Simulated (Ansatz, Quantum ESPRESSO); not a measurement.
# Ballistic conductance of 12 planar junctions in two codes

Do pwcond's layer matching and a second code's give the same conductance at the Fermi level?

**Method.** Quantum ESPRESSO 7.5 (pw.x, pwcond.x; lead and junction from one periodic cell, ewind 4 Ry, epsproj 1e-5, nz1 7) and Ansatz 0.2.0 (PAW) on the same atoms and the same mesh across the current. Geometries are as built. G counts both spins, in G₀ = 2e²/h = 77.48 µS.

The runs side by side:

```tsv
junction	level of pw.x	lead channels per spin	pwcond (G₀)	Ansatz (G₀)	ratio	area over G (fΩ m²)
vacuum gap of 7.0 Å between two Mo(110) faces	LDA, GBRV ultrasoft	1.00	0.0769	0.0768	1.00	11.9
vacuum gap of 4.5 Å between two Al(100) faces	LDA, GBRV ultrasoft	1.61	0.0751	0.0775	0.97	14
vacuum gap of 6.0 Å between two Ta(100) faces	PBE, JTH PAW	2.60	0.0731	0.0732	1.00	19.5
vacuum gap of 5.0 Å between two Rh(111) faces	PBE, GBRV ultrasoft	2.06	0.0728	0.0724	1.00	11.3
2 layers of MgO(001) between V(100) leads ‡	PBE, GBRV ultrasoft	2.61	0.0625	0.0519	1.20	in doubt
2 layers of MgO(001) between Pt(100) leads	LDA, GBRV ultrasoft	2.00	0.0588	0.0594	0.99	17.3
vacuum gap of 5.0 Å between two Pd(100) faces ‡	PBE, GBRV ultrasoft	2.25	0.0543	0.0565	0.96	18.4
2 layers of graphene between Ni(111) leads, 2.1 Å off each face ‡ †	PBE, GBRV ultrasoft	-	0.0507	0.0496	1.02	13.7
vacuum gap of 5.0 Å between two Co(111) faces ‡ †	PBEsol, GBRV ultrasoft	-	0.0405	0.0378	1.07	17.1
vacuum gap of 7.0 Å between two Li(110) faces	PBE, GBRV ultrasoft	0.90	0.0401	0.0297	1.35	in doubt
1 layer of graphene between Cu(111) leads, 3.2 Å off each face	LDA, GBRV ultrasoft	0.77	0.0378	0.0371	1.02	19.6
1 layer of hexagonal BN between Cu(111) leads, 3.2 Å off each face	LDA, GBRV ultrasoft	0.77	0.0339	0.0338	1.00	21.8
```

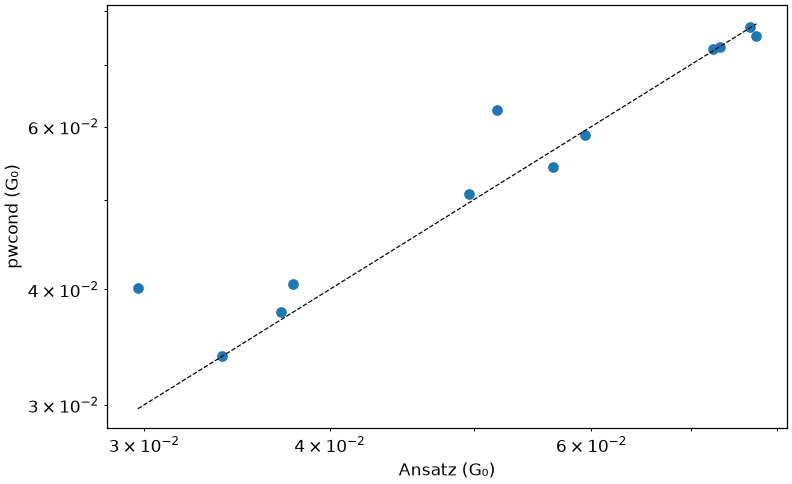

Conductance by pwcond against that by Ansatz.

**Answer.** The conductance spans 0.0339 to 0.0769 G₀. The codes agree within 5 % on 9 and within 15 % on 10 of 12 junctions; the widest gap is a ratio of 1.35 (vacuum gap of 7.0 Å between two Li(110) faces), where at least one of the two values is off. By hand, for the first row: A/G = 7.061e−20 m² / (0.0769 × 7.748e−5 S) = 11.9 fΩ m².

What the numbers leave out: ‡ marks rows that fail one of these tests: mean channel counts within 15 %, counts alike on 88 % of the mesh's weight, T within a factor of two, a step under 100 meV across the lead's period. They stay in the counts above, and unmarked rows can lie close to these limits. † keeps a magnetic moment. Rows without a moment ran or ended unpolarised, and spin-orbit coupling is left out. Leads are short, and the mesh across the current differs between rows and was not tested: the channel count of one lead shows how much it matters. Vacuum gaps count between atomic planes. Rows were grouped by the size of G.

[Logs are printed without paths, hosts, clocks, repeated set-up lines and the standing remarks that a program may print on its own settings, such as how far it seeks lower states.]
